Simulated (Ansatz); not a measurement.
**Single-point calculation, with input and output: EuS (part 2 of 2)**

EuS (Fm-3m, 4 atoms in the cell); DFT PBE+U+J, scalar-relativistic, plane waves, PAW, U = 5 eV, J = 0.9 eV on Eu atom 1 f; U = 5 eV, J = 0.9 eV on Eu atom 3 f, spin-polarised (Ansatz 0.2.0); cutoff 420 eV, 6×6×6 k-mesh, Gaussian smearing of 0.05 eV, collinear spins. The structure was built on a prototype by a generator; it need not be a known phase. It belongs to a series of runs on one base structure; here: from atoms, default search.

**Output, continued**
```
SCF iter   1: F=—  HF=-19345.739285 eV  |F-HF|=—  |Δ(HF+E_count)|=         —  Δρ=2.16e-6 (↑2.16e-6 ↓2.12e-6)  dr2=1.16e-8  dr2_m=1.81e-9  M=-0.016 μB ∫|m|=13.853 μB  ethr=2.52e-11  ⟨swp⟩=1.0  Hψ=21554  notcnv=0
preconditioner: auto → Kerker (q_TF=auto, 2.375 Å⁻¹)  [metal: Δε(μ)=0.001 eV  Ē_g=11.364 eV  σ=0.050 eV  W_gap=0.01  n_scr=28 (ndim 8)  ℏωp=23.4 eV  f_vac=0.000  D(μ)=5.64/eV (n_scr^D=48)]
spin=Collinear: Kerker preconditioning applied to the charge; magnetization (m = ρ↑ − ρ↓) channel mixes plain (no charge-response kernel on spin).
SCF iter   2: F=—  HF=-19345.739349 eV  |F-HF|=—  |Δ(HF+E_count)|=   6.37e-5  Δρ=1.50e-3 (↑1.22e-3 ↓1.50e-3)  dr2=4.70e-3  dr2_m=9.36e-4  M=-0.063 μB ∫|m|=13.854 μB  ethr=2.17e-6  ⟨swp⟩=1.4  Hψ=16114  notcnv=0
SCF iter   3: F=—  HF=-19345.739285 eV  |F-HF|=—  |Δ(HF+E_count)|=   6.40e-5  Δρ=1.93e-4 (↑1.64e-4 ↓1.93e-4)  dr2=8.25e-5  dr2_m=1.55e-5  M=-0.029 μB ∫|m|=13.853 μB  ethr=2.17e-6  ⟨swp⟩=1.0  Hψ=10414  notcnv=0
SCF iter   4: F=—  HF=-19345.739285 eV  |F-HF|=—  |Δ(HF+E_count)|=   3.95e-7  Δρ=3.24e-5 (↑3.00e-5 ↓3.24e-5)  dr2=2.51e-6  dr2_m=4.72e-7  M=-0.018 μB ∫|m|=13.853 μB  ethr=3.47e-7  ⟨swp⟩=1.0  Hψ=10346  notcnv=0
SCF iter   5: F=—  HF=-19345.739285 eV  |F-HF|=—  |Δ(HF+E_count)|=   1.76e-8  Δρ=7.36e-6 (↑5.03e-6 ↓7.36e-6)  dr2=1.20e-7  dr2_m=1.79e-8  M=-0.018 μB ∫|m|=13.853 μB  ethr=1.06e-8  ⟨swp⟩=1.0  Hψ=10337  notcnv=0
SCF iter   6: F=—  HF=-19345.739285 eV  |F-HF|=—  |Δ(HF+E_count)|=   1.69e-9  Δρ=7.56e-6 (↑7.03e-6 ↓7.56e-6)  dr2=1.41e-7  dr2_m=2.59e-8  M=-0.018 μB ∫|m|=13.853 μB  ethr=4.53e-10  ⟨swp⟩=1.5  Hψ=10455  notcnv=0
SCF iter   7: F=-19345.739285 eV  HF=-19345.739285 eV  |F-HF|=9.83e-9  |Δ(HF+E_count)|=   1.76e-9  Δρ=2.16e-6 (↑2.12e-6 ↓2.16e-6)  dr2=1.18e-8  dr2_m=2.27e-9  M=-0.018 μB ∫|m|=13.853 μB  ethr=2.17e-10  ⟨swp⟩=1.0  Hψ=10336  notcnv=0
Symmetry: 2 space group operations
k-points: 112 of 216
the translation (0, 0, 0.5) carries every atom to within crystal.symmetry.tolerance of an atom of its element with the starting moment reversed, but both spin channels are solved: the run starts from a saved state that isn't shown to keep it, or this solve from the single point that its walk made first
iter 1 solved again at ethr=2.52e-11 eV; its pass at ethr=2.17e-6 eV (dr2=1.16e-8 eV) is discarded
SCF iter   1: F=—  HF=-19345.739285 eV  |F-HF|=—  |Δ(HF+E_count)|=         —  Δρ=2.16e-6 (↑2.16e-6 ↓2.12e-6)  dr2=1.16e-8  dr2_m=1.81e-9  M=-0.016 μB ∫|m|=13.853 μB  ethr=2.52e-11  ⟨swp⟩=1.0  Hψ=35284  notcnv=0
spin=Collinear: Kerker preconditioning applied to the charge; magnetization (m = ρ↑ − ρ↓) channel mixes plain (no charge-response kernel on spin).
SCF iter   2: F=—  HF=-19345.739331 eV  |F-HF|=—  |Δ(HF+E_count)|=   4.58e-5  Δρ=1.05e-3 (↑1.05e-3 ↓2.11e-4)  dr2=1.30e-3  dr2_m=2.55e-4  M=-0.010 μB ∫|m|=13.857 μB  ethr=2.17e-6  ⟨swp⟩=1.6  Hψ=28624  notcnv=0
SCF iter   3: F=—  HF=-19345.739239 eV  |F-HF|=—  |Δ(HF+E_count)|=   9.17e-5  Δρ=1.24e-4 (↑1.24e-4 ↓8.12e-5)  dr2=2.00e-5  dr2_m=4.98e-6  M=-0.021 μB ∫|m|=13.853 μB  ethr=2.17e-6  ⟨swp⟩=1.5  Hψ=17408  notcnv=0
SCF iter   4: F=—  HF=-19345.739283 eV  |F-HF|=—  |Δ(HF+E_count)|=   4.36e-5  Δρ=8.25e-6 (↑7.96e-6 ↓8.25e-6)  dr2=1.97e-7  dr2_m=3.01e-8  M=-0.018 μB ∫|m|=13.853 μB  ethr=1.05e-7  ⟨swp⟩=1.4  Hψ=17319  notcnv=0
SCF iter   5: F=—  HF=-19345.739303 eV  |F-HF|=—  |Δ(HF+E_count)|=   2.05e-5  Δρ=1.99e-4 (↑1.95e-4 ↓1.99e-4)  dr2=1.04e-4  dr2_m=1.87e-5  M=-0.018 μB ∫|m|=13.853 μB  ethr=8.37e-10  ⟨swp⟩=1.7  Hψ=33420  notcnv=0
SCF iter   6: F=—  HF=-19345.739378 eV  |F-HF|=—  |Δ(HF+E_count)|=   7.43e-5  Δρ=3.17e-5 (↑3.17e-5 ↓2.63e-5)  dr2=1.76e-6  dr2_m=3.04e-7  M=-0.008 μB ∫|m|=13.852 μB  ethr=4.29e-7  ⟨swp⟩=1.6  Hψ=20674  notcnv=0
SCF iter   7: F=—  HF=-19345.739381 eV  |F-HF|=—  |Δ(HF+E_count)|=   3.34e-6  Δρ=1.51e-4 (↑1.45e-4 ↓1.51e-4)  dr2=6.13e-5  dr2_m=1.02e-5  M=-0.009 μB ∫|m|=13.852 μB  ethr=7.11e-9  ⟨swp⟩=1.7  Hψ=22762  notcnv=0
SCF iter   8: F=—  HF=-19345.739381 eV  |F-HF|=—  |Δ(HF+E_count)|=   2.84e-7  Δρ=2.75e-5 (↑2.46e-5 ↓2.75e-5)  dr2=1.98e-6  dr2_m=3.12e-7  M=-0.004 μB ∫|m|=13.852 μB  ethr=2.44e-7  ⟨swp⟩=1.0  Hψ=17024  notcnv=0
SCF iter   9: F=—  HF=-19345.739381 eV  |F-HF|=—  |Δ(HF+E_count)|=   2.22e-7  Δρ=1.32e-5 (↑1.30e-5 ↓1.32e-5)  dr2=4.94e-7  dr2_m=7.69e-8  M=-0.002 μB ∫|m|=13.852 μB  ethr=7.80e-9  ⟨swp⟩=1.9  Hψ=17944  notcnv=0
SCF iter  10: F=-19345.739381 eV  HF=-19345.739381 eV  |F-HF|=2.70e-9  |Δ(HF+E_count)|=   7.12e-8  Δρ=1.13e-6 (↑1.01e-6 ↓1.13e-6)  dr2=3.23e-9  dr2_m=1.44e-10  M=-0.001 μB ∫|m|=13.852 μB  ethr=2.17e-10  ⟨swp⟩=2.3  Hψ=22274  notcnv=0
SCF converged after 11 iterations
Stability not told: the lowest value that the SCF's own minimisation read on its close, 8.6e-2 (residual 4.3e-3), is positive but too near zero to vouch for directions that it does not look along: no lower mode is shown, and none is ruled out
Magnetization: -0.0160 μB (22.9920 up, 23.0080 down)
Absolute magnetization: 13.8530 μB (∫|ρ↑−ρ↓|, with the PAW one-centre terms)
Spin contamination: 6.8495 ħ² per cell (⟨S²⟩ above its minimum at these occupations)
Per-site moments (μB) at R_I (Å): [(6.70558538741466, 1.228632021375), (-0.00013431468026782237, 1.228632021375), (-6.7152774863446965, 1.228632021375), (-0.00013431468026796464, 1.228632021375)]
Free energy (F): -19345.739285 eV
Harris-Foulkes:  -19345.739285 eV  (|F-HF|=8.92e-9)
Internal energy: -19345.732240 eV  (E = F + TS)
E sigma→0 (E₀):  -19345.735762 eV
Entropy (-TS):   -0.007045 eV (-1.761 meV/atom)
Fermi energy:    10.453355 eV
--- Per-component energies (eV) ---
  E_band       = -17.767884
  E_kinetic    = 920.415315
  E_local      = -4295.735921  (includes V_loc(G=0)·N_el)
  E_nonlocal   = 996.936303
  E_hartree    = 1697.712895
  E_xc         = -552.628527
  E_vxc        = -585.709472  (∫ρ·V_xc dr)
  E_hubbard    = -0.053372  (on-site DFT+U / exact-exchange correction)
  E_vhub       = -0.106745  (the Hubbard potential's part of the band-sum identity)
  E_paw        = -13973.092169  (= ΣΔE_a)
  E_vpaw       = -448.992865  (= ΣTr[D̂ρ^β])
  E_aug_tail   = 0.000003  (compensation charges beyond the density's cutoff)
  E_ewald      = -4139.286767
  E_smearing   = -0.007045  (= −TS)
  E_closure    = 0.000000  (closes the sum)
  Σ components = -19345.739285   (vs F -19345.739285, Δ=0.00e0)
--- DFT+U+J on-site energies (Liechtenstein; amf double counting; per corrected site; eV) ---
  site 0 (l=f): U=5.0000  J=0.9000  Tr N=6.8264  E_int=82.129249  E_dc=82.159858  E_U=-0.030608
  site 2 (l=f): U=5.0000  J=0.9000  Tr N=6.8369  E_int=82.385506  E_dc=82.408270  E_U=-0.022763
--- Forces (eV/Å), atoms counted from 1 ---
  atom   1  Eu     0.00000000    -0.00000000     0.00000000
  atom   2  S     -0.00387762     0.00908191    -0.00908191
  atom   3  Eu     0.00000000    -0.00000000     0.00000000
  atom   4  S      0.00387762    -0.00908191     0.00908191
  max |Σ_I F_I| component: 1.73e-18 eV/Å
--- Stress (GPa, compression-positive) ---
       -2.652730       0.066670      -0.066670
        0.066674      -2.691128      -0.060922
       -0.066674      -0.060922      -2.691128
  P = ⅓ Tr σ = -2.6783 GPa (-26.783 kbar)
--- Band table (eV; the first three rows and the last of 136) ---
  k-point 0 ↑: bands = ["-31.2029", "-28.1085", "-10.0792", "-9.9060", "-9.8961", "-7.8215", "-7.5801", "-7.5729", "-3.1179", "-2.2219", "5.0928", "6.5444", "6.5461", "7.6359", "7.6369", "7.6750", "9.6647", "9.7194", "9.8216", "9.9260", "9.9706", "10.0721", "10.5275", "11.4568", "11.7409", "11.7439", "11.7463", "12.6389", "12.6404", "13.2276", "14.0188", "14.4562", "14.4653", "14.5134", "14.5283", "14.5650"]
  k-point 1 ↑: bands = ["-31.2029", "-28.1085", "-10.0765", "-9.9060", "-9.8961", "-7.8297", "-7.5802", "-7.5729", "-3.0589", "-2.2833", "5.2220", "6.6020", "6.6046", "7.3789", "7.5407", "7.5739", "9.6582", "9.7167", "9.8118", "9.9254", "9.9417", "10.0484", "10.5056", "11.6576", "11.8485", "11.8541", "11.8789", "12.8537", "12.8592", "12.9173", "14.1146", "14.1228", "14.2809", "14.4902", "14.5313", "14.6421"]
  k-point 2 ↑: bands = ["-31.2029", "-28.1085", "-10.0710", "-9.9060", "-9.8960", "-7.8461", "-7.5803", "-7.5730", "-2.8987", "-2.4480", "5.5892", "6.7675", "6.7730", "6.7937", "7.3025", "7.3249", "9.6468", "9.7115", "9.7905", "9.9132", "9.9242", "10.0123", "10.4717", "11.6697", "12.1242", "12.1296", "12.4114", "12.7772", "13.3856", "13.4087", "13.5413", "13.5418", "14.3726", "14.5230", "14.5755", "14.6645"]
  k-point 67 ↓: bands = ["-31.1506", "-28.1458", "-10.0645", "-9.9719", "-9.9335", "-7.9211", "-7.7586", "-7.7236", "-2.5825", "-2.3972", "5.6519", "6.0473", "6.5943", "6.7145", "6.8236", "7.0371", "9.7326", "9.7853", "9.8778", "9.9204", "9.9436", "9.9846", "10.3147", "10.9570", "12.2587", "13.3995", "13.7782", "14.0674", "14.2466", "14.4332", "14.5391", "14.5542", "14.6180", "14.6759", "14.6935", "15.0062"]
Occupation matrices written to [file]
--- Löwdin populations: 4 sites ---
  site symbol       q [e]    m [muB]
     0     Eu     16.7079     6.8883
     1      S      6.2541     0.0003
     2     Eu     16.7120    -6.9048
     3      S      6.2541     0.0003
  spilling = 0.001564 (of n_electrons = 46.000000)
--- Occupation matrices: 2 shells (run DFT+U table (all-electron-ortho-atomic); ε = 6.62e-3) ---
  Eu0 f_4F: site group Oh (m-3m); on the run's cell D3d (-3m)
  Eu0 f_4F up     Tr n = 6.7989  λ = 0.860 0.983 0.988 0.990 0.990 0.994 0.994  [z3 0.48 (T1u 0.97) T1u(0.97)/Eu(0.98) | 6× xyz 0.17 (T2u 0.49) T2u(0.49)/Eu(0.50)]
  Eu0 f_4F dn     Tr n = 0.0275  λ = 0.001 0.002 0.003 0.003 0.006 0.006 0.006  [7× z3 0.14 (T1u 0.43) T1u(0.43)/Eu(0.57)]
  Eu2 f_4F: site group Oh (m-3m); on the run's cell D3d (-3m)
  Eu2 f_4F up     Tr n = 0.0271  λ = 0.001 0.002 0.003 0.003 0.006 0.006 0.006  [7× z3 0.14 (T1u 0.43) T1u(0.43)/Eu(0.57)]
  Eu2 f_4F dn     Tr n = 6.8098  λ = 0.878 0.981 0.986 0.988 0.990 0.993 0.993  [x(x2-3y2) 0.33 (T1u 0.99) T1u(0.99)/Eu(0.98) | 6× xyz 0.17 (T2u 0.50) T2u(0.50)/Eu(0.50)]
  Tr n, λ and their labels are of the run-group-symmetrised matrices; stabiliser: 4 of 48 elements of G0×{1,Θ} (closed), max defect 4.8e-15 at τ = 1.4e-3
```

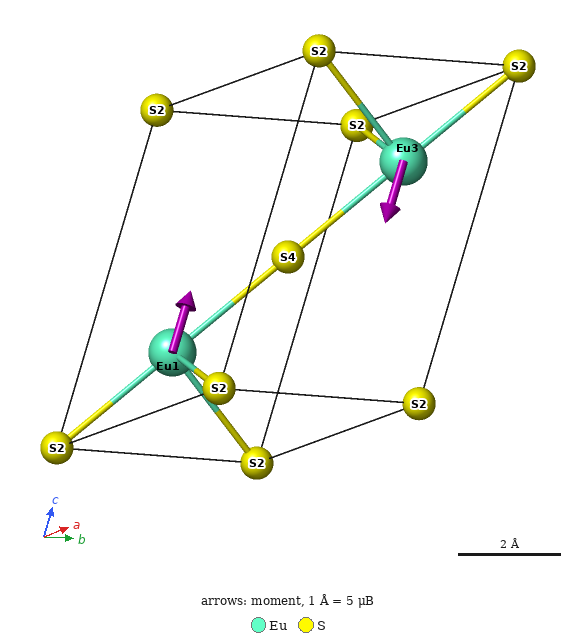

Magnetic moments of the sites as pink arrows (ball-and-stick view of the reduced cell, seen at an oblique angle; atoms are numbered from 1 in the order of the input); small moments hardly show. The run is collinear, so the axis drawn is arbitrary. Site moments: Eu3 (−6.72 μB); Eu1 (6.71 μB). They are counted near the atoms and needn't add up to the moment of the cell.

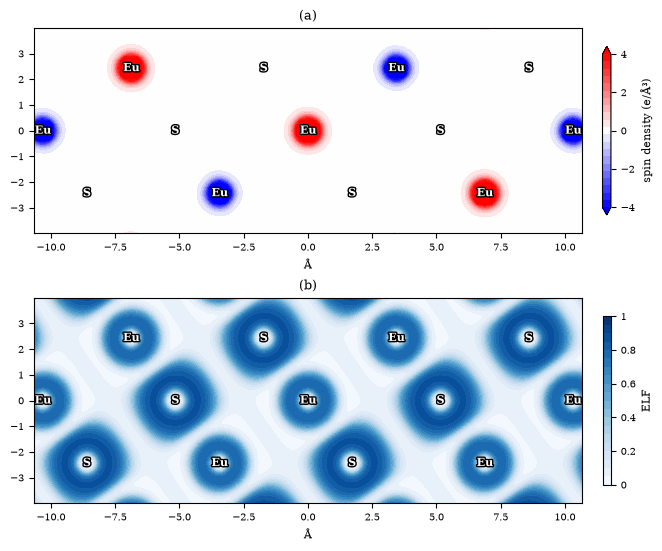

(a) spin density (up minus down); (b) ELF on the (110) plane of the conventional cell of the magnetic structure. Atoms in the plane: Eu and S. Eu–S (2.98 Å): the ELF peaks at about 0.85 in the valence shell of S, 0.9 Å from its nucleus, and drops to about 0.10 between the two atoms; no shared pair; the contact is polar. The strong features right at Eu lie inside the PAW spheres (semicore, d or f shells) and say nothing about bonding. The cell of the calculation (4 atoms) carries 0.0 μB net. In a PAW calculation such maps are meaningful between the atoms, not at the nuclei.

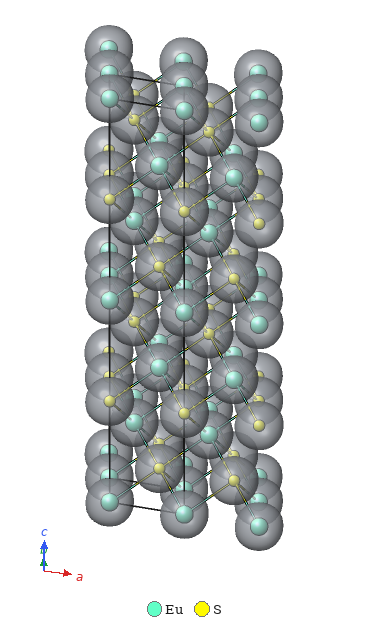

Isosurface of the valence electron density at 0.3 e/Å³ (grey), seen at an oblique angle. Sticks mark near contacts. The outline is the cell set on symmetry axes of the magnetic structure. At this value the density breaks into separate islands; it holds about 80 % of the electrons treated as valence (semicore included). It is pinched off along the Eu–S (2.98 Å) contacts. On the grid the lowest density along these lines, outside the cores, is 0.19 e/Å³ (Eu–S, 2.98 Å).

The run was set up as follows.

**Input**
```yaml
crystal:
  lattice:
    - [0.0, 2.97850187, 2.97850187]
    - [2.97850187, 0.0, 2.97850187]
    - [5.95700374, 5.95700374, 0.0]
  atoms:
    - { symbol: Eu, position: [0.5, 0.5, 0.25], spin: 7.0 }
    - { symbol: S, position: [0.0, 0.0, 0.0] }
    - { symbol: Eu, position: [0.5, 0.5, 0.75], spin: -7.0 }
    - { symbol: S, position: [0.0, 0.0, 0.5] }
basis:
  ecutwfc: 420
  ecutrho_ratio: 4
kpoints:
  mp_grid: { grid: [6, 6, 6] }
hamiltonian:
  xc: pbe
  hubbard:
    sites:
      - { site: 0, l: f, u: 5.0, j: 0.9 }
      - { site: 2, l: f, u: 5.0, j: 0.9 }
    double_counting: amf
scf:
  occupations: { method: gaussian, width: 0.05 }
output:
  forces: true
  stress: true
  eigenvalues: true
  populations: true
  hubbard: { sites: [{ site: 0, l: f }, { site: 2, l: f }] }
  write_density: true
  write_potential: true
  elf: true
  volumetric_format: npy
magnetization:
  spin_polarized: true
```

Command:
```bash
ansatz run input.yaml --threads 4 --pin off --max-ram 6144MiB --backend cpu --events-out ev --progress --plain --runs-dir out
```

**Results in brief**

```csv
quantity,value
outcome,converged
space group (tolerance 0.01 Å),Fm-3m (225)
electrons treated,46
free energy,−19345.7393 eV
Fermi energy,10.453 eV
gap on the k-point mesh,none (metallic)
net moment of the cell,−0.02 μB
integrated absolute moment,13.85 μB
pressure,−2.68 GPa
largest force (length of the vector),0.013 eV/Å
hardware,"4 threads of Arm Neoverse V2, 24 GiB of memory available, shared host"
wall time,4.9 min (CPU time 19 min)
peak memory,2.2 GiB
```

**Notes**

The program warns: the state was not tested for a lower one. DFT+U on an f shell has many self-consistent states, and spin–orbit coupling is left out here.
